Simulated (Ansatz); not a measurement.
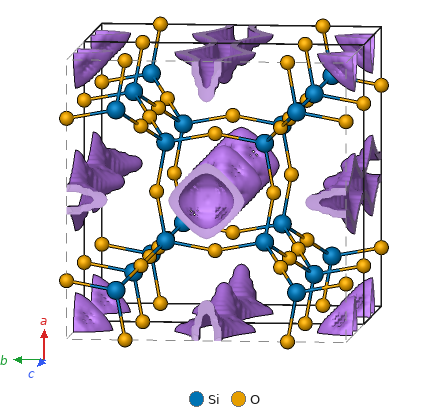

Bond-valence mismatch map for K+ in SiO2 (I4/mmm, No. 139): the purple surface encloses the points where |V − 1| < 0.1 v.u. (1×1×2 cells, view nearly along [001]). Pale faces close the region where the drawn box cuts it.

At each point the valence sum V of a K+ ion is computed from the anions within 5 Å (s = exp((R0 − d)/b), R0 fitted to published crystal structures with b = 0.37 Å; R0: K+–O 2.088 Å). Points too close to the other cations are excluded (2.7 Å from Si). K+ is a guest here, not part of the formula. This is an empirical screen for pathways, not an energy calculation.

The cell is taken from the input geometry of an electronic-structure calculation (not necessarily at equilibrium).

```
Si O
1.0
     8.97150    0.00000    0.00000
     0.00000    8.97150    0.00000
     0.00000    0.00000    5.25080
Si O
8 16
Direct
  0.67691 0.67691 0.50000
  0.67691 0.32309 0.50000
  0.82309 0.17691 0.00000
  0.82309 0.82309 0.00000
  0.17691 0.17691 0.00000
  0.17691 0.82309 0.00000
  0.32309 0.67691 0.50000
  0.32309 0.32309 0.50000
  0.75000 0.75000 0.75000
  0.75000 0.25000 0.75000
  0.75000 0.25000 0.25000
  0.75000 0.75000 0.25000
  0.20942 0.00000 0.00000
  0.50000 0.29058 0.50000
  0.50000 0.70942 0.50000
  0.79058 0.00000 0.00000
  0.25000 0.25000 0.25000
  0.25000 0.75000 0.25000
  0.25000 0.75000 0.75000
  0.25000 0.25000 0.75000
  0.70942 0.50000 0.50000
  0.00000 0.79058 0.00000
  0.00000 0.20942 0.00000
  0.29058 0.50000 0.50000
```

### How are the low-mismatch regions connected?

The regions form one-dimensional channels along [001].

### At which mismatch do paths open?

Already below about 0.06 v.u. the regions form one-dimensional channels along [001]. From a mismatch of about 0.55 v.u. the regions form a three-dimensional network. These are grid estimates, good to about 0.1 v.u.
